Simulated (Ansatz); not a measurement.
# Single-point calculation of MoS (part 1 of 2)

System: MoS (F-43m, 2 atoms in the cell).
Method: DFT, r2SCAN, plane waves, PAW, Ueff = 6 eV on Mo d (Ansatz 0.2.0).

The structure was built on a prototype by a generator; it need not be a known phase. The run did not end well. Figures and captions count atoms from 1; the log counts them from 0 in places.

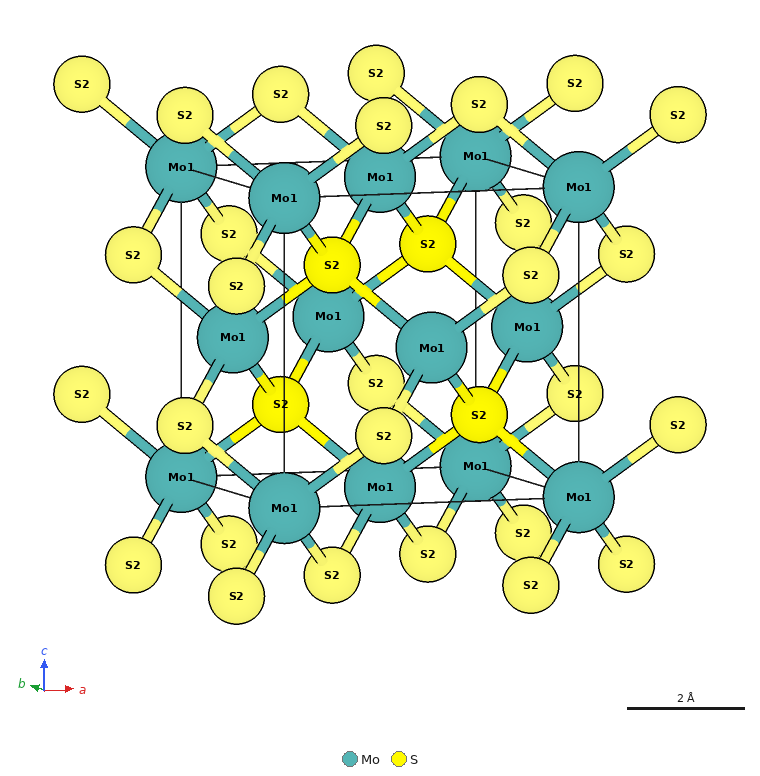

*The input geometry (ball-and-stick view of the cell 4 times as large as that of the calculation, set on its symmetry axes, seen slightly off an axis; neighbours outside the cell are drawn fainter; atoms are numbered from 1 in the order of the input). An atom can appear more than once, as a periodic image.*

Near neighbours in the periodic cell (some may lie outside the picture): Mo has 4 S at 2.32 Å; S has 4 Mo at 2.32 Å.

**What the run reported**

| quantity | value |
| --- | --- |
| outcome | stopped at the time limit |
| space group (tolerance 0.01 Å) | F-43m (216) |
| electrons treated | 20 |
| free energy | −5874.9922 eV |
| Fermi energy | 12.336 eV |
| net moment of the cell | 0.00 μB |
| integrated absolute moment | 1.94 μB |
| pressure | 27.20 GPa |
| largest force (length of the vector) | under 0.001 eV/Å |
| hardware | 2 threads of Arm Neoverse V2, 24 GiB of memory available, shared host |
| wall time | 100 s (CPU time 3.3 min) |
| peak memory | 1.3 GiB |

**What went wrong**

Settings chosen away from the usual ones: scf.initial_density.chi_scale = 0.0, hamiltonian.hubbard = {"sites": [{"species": "Mo", "l": "d", "u_eff": 6.0}], "double_counting": "amf"}. The run was cut off by its time limit, so the output is incomplete. The program warns: the search outside the symmetry group is no proof of a minimum; the state was not tested for a lower one.

**The input**
```yaml
crystal:
  lattice:
    - [0.0, 2.6776536121, 2.6776536121]
    - [2.6776536121, 0.0, 2.6776536121]
    - [2.6776536121, 2.6776536121, 0.0]
  atoms:
    - { symbol: Mo, position: [0.0, 0.0, 0.0], spin: 3.0 }
    - { symbol: S, position: [0.25, 0.25, 0.25] }
basis:
  ecutwfc: 500
  ecutrho_ratio: 4
kpoints:
  mp_grid: { grid: [12, 12, 12] }
hamiltonian:
  xc: r2scan
  hubbard: { sites: [{ species: Mo, l: d, u_eff: 6.0 }], double_counting: amf }
scf:
  occupations: { method: gaussian, width: 0.05 }
  initial_density: { chi_scale: 0.0 }
output:
  forces: true
  stress: true
magnetization:
  spin_polarized: true
```

Launched with:
```bash
ansatz run input.yaml --threads 2 --pin off --max-ram 2662MiB --backend cpu --events-out ev --progress --plain --runs-dir out
```

**The program's output**
```
Mo: projections on atomic orbitals take those of the free atom [Ar 3d10] 4s2 4p6 4d5 5s1, of charge +0.00 (hamiltonian.pseudopotentials.projection_atoms); the dataset's partial waves leave at most 6.0e-6 of an orbital's norm unspanned inside its sphere
S: projections on atomic orbitals take those of the free atom [Ne] 3s2 3p4, of charge +0.00 (hamiltonian.pseudopotentials.projection_atoms); the dataset's partial waves leave at most 1.6e-7 of an orbital's norm unspanned inside its sphere
Engine: ansatz 0.2.0, aarch64-unknown-linux-gnu
Pseudopotentials: kind: paw
Pseudopotential: Mo, paw, valence charge 14, recommended cutoff 500 eV (meta_gga), Mo.paw.azcp
Pseudopotential: S, paw, valence charge 6, recommended cutoff 500 eV (meta_gga), S.paw.azcp
Functional definition: r2SCAN
  parameter k0 = 0.174
  parameter k1 = 0.065
  parameter a1 = 4.9479
  exchange = r2scan_x(k0 = k0, k1 = k1, a1 = a1)
  correlation = r2scan_c
Crystal: 2 atoms, lattice volume = 38.397 Å³
Basis set: ecut = 500 eV, 941 PW (Γ), exchange–correlation on 120×120×120 points (64 copies of the dense FFT grid, shifted against one another)
Bands: 16, of which v1, the nominal top of the filled ones, is band 10 counted from 1 (9 counted from 0)
Symmetry: 24 space group operations
Space group: F-43m (ITA 216), of the structure as read, at distance tolerance 3.4e-5 Å
Magnetic group: BNS 216.74 (UNI 1576), of the structure as read, at distance tolerance 3.4e-5 Å
k-points: 72 of 1728 (time reversal used)
Non-local potential: Mo, projectors of the file, l = 0: 3, l = 1: 2, l = 2: 2, l = 3: 1
Non-local potential: S, projectors of the file, l = 0: 2, l = 1: 2, l = 2: 2
PAW form: soft (Blöchl's): semilocal exchange-correlation on the pseudo side does not see the compensation charge
PAW frozen core: Mo, regenerated for the run's functional (the file was generated under x = pbe(κ = 0.804, μ = 0.2195149727645171), c = pbe(β = 0.06672455060314922))
PAW frozen core: S, regenerated for the run's functional (the file was generated under x = pbe(κ = 0.804, μ = 0.2195149727645171), c = pbe(β = 0.06672455060314922))
PAW one-centre angular grid: Mo, 590 points (default); XC on 160 Gauss nodes
PAW one-centre angular grid: S, 302 points (default); XC on 160 Gauss nodes
Initial density: superposition of atomic densities (chi_scale 0, normalization cell)
Starting moments: Σ|m| = 3 μB on 1 of 2 sites
Initial wavefunctions: pseudopotential atomic-orbital guess
Functional: x = r2scan, c = r2scan; τ floored in thin density (d = 2e-4 eV/Å³)
```
